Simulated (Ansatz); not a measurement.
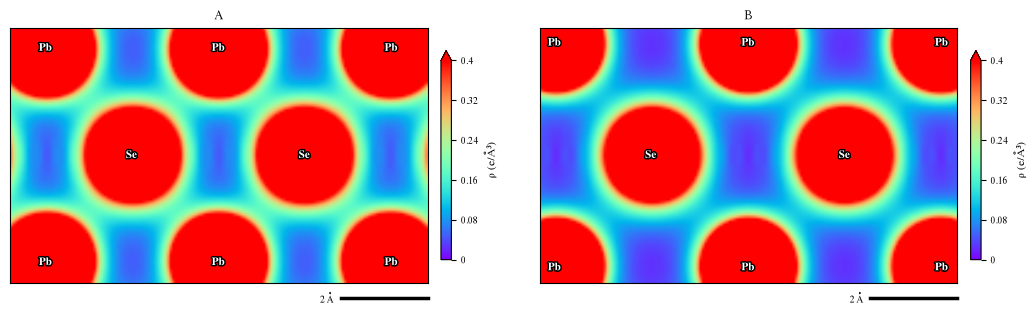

PbSe. The valence pseudo-density of two cells that differ in size and shape, on the (110) plane of each (indices in the axes of the calculation cell), at one length scale and on one colour scale; one has 30.1 and the other 35.4 Å³ an atom.

Method: DFT PBE+D3(BJ), scalar-relativistic, plane waves, PAW in Ansatz 0.2.0.

Core electrons are frozen (PAW), and the valence fields are smoothed inside the atomic spheres.

The larger cell:

```
CELL_PARAMETERS angstrom
-0.25303 3.40447 3.06709
3.40447 -0.25303 3.06709
3.15143 3.15143 0.00000
ATOMIC_POSITIONS crystal
Pb 0.00000 0.00000 0.00000
Se 0.50000 0.50000 0.50000
```

The smaller cell: a = 4.410 Å, b = 4.410 Å, c = 3.980 Å, α = 63.18°, β = 63.18°, γ = 68.02°.

Which panel shows the smaller cell, and what does the compression change?

Panel A is the smaller cell, by 15 % in volume. From the larger cell to the smaller, Pb–Se goes from 3.41 to 3.17 Å, and the density at its midpoint from 0.12 to 0.18 e/Å³; the pressure goes from −6 to −2.3 GPa.
